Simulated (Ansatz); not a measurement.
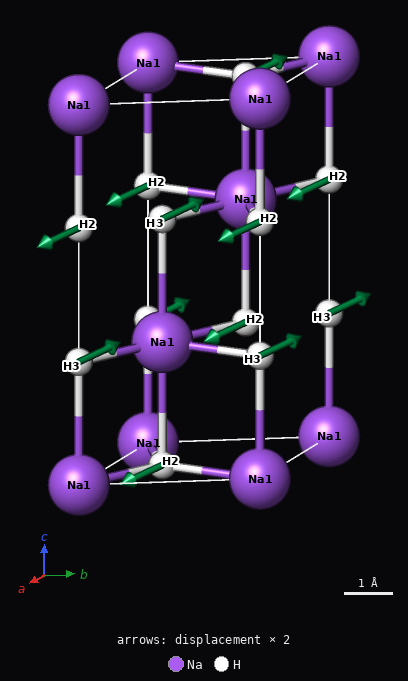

A relaxation of solid NaH2 (set up in R-3m). The starting structure is drawn; green arrows show the displacements (the part carried along by the change of the cell is left out), magnified 2 times.

Style: ball-and-stick. Shown: the conventional cell (3 times the calculation's cell), slightly off an axis. Lengths and directions refer to the drawn axes.

Case: 1 of 2 Na taken out, relaxed.

All numbers below come from DFT PBE, scalar-relativistic, plane waves, PAW (Ansatz).

Input
```yaml
crystal:
  lattice:
    - [2.0261035329, 3.3850003689, 3.3850003689]
    - [2.7055519509, 0.0, 2.7055519509]
    - [2.7055519509, 2.7055519509, 0.0]
  atoms:
    - { symbol: Na, position: [0.0, 0.0, 0.0] }
    - { symbol: H, position: [0.028463778, 0.6476908146, 0.6476908146] }
    - { symbol: H, position: [0.971536222, 0.3523091854, 0.3523091854] }
basis:
  ecutwfc: 420
kpoints:
  mp_grid: { grid: [14, 12, 12] }
hamiltonian:
  xc: pbe
scf:
  occupations: { method: gaussian, width: 0.1 }
output:
  forces: true
  stress: true
  eigenvalues: true
relax:
  adjacent_minimum: "off"
  f_tol: 0.025
  max_steps: 70
  cell: { stress_tol: 0.12 }
```

Command:
```bash
ansatz run input.yaml --threads 2 --pin off --max-ram 5120MiB --backend cpu --events-out ev --progress --plain --runs-dir out
```

**Which element moves most?**

Hydrogen: up to 0.58 Å, against 0.00 Å for sodium.

**What happened in the run?**

The largest moves relative to the cell, 0.58 Å, are those of H2 and H3. H2 goes along [2 −2 −1]. Na stays in place. The volume changes by −16.4 %, with a = b 3.826 → 4.560 Å (+19.2 %), c 8.217 → 6.855 Å (−16.6 %), α 90.0° → 108.9°, β 90.0° → 71.1°, γ 120.0° → 139.4°. Some distances before and after: Na1–H2 3.580 → 2.554 Å, Na1–Na1 3.826 → 3.166 Å, Na1–Na1 (another image) 3.519 → 2.976 Å, Na1–H2 (another image) 2.661 → 2.298 Å. Within 0.06 Å the space group is R-3m at the start and Cmmm at the end; at a tighter tolerance small leftover displacements or strains of the cell lower it. The energy falls by 153 meV per atom in 17 accepted moves (20 points after the start). The largest force component goes from 0.0089 to 0.00088 eV/Å. Pressure: −0.01 GPa at the start and 0.03 GPa at the end. The line search rejected the trial step at point 1 of the run. At 2 points the geometry stayed and the basis and grid were re-selected for the new cell (energy shift of 8.5 meV per atom at most each time). Cost: 96 s on 2 threads of Intel(R) Xeon(R) CPU @ 2.80GHz (Skylake/Cascade Lake) (shared host), peak memory 0.59 GiB.
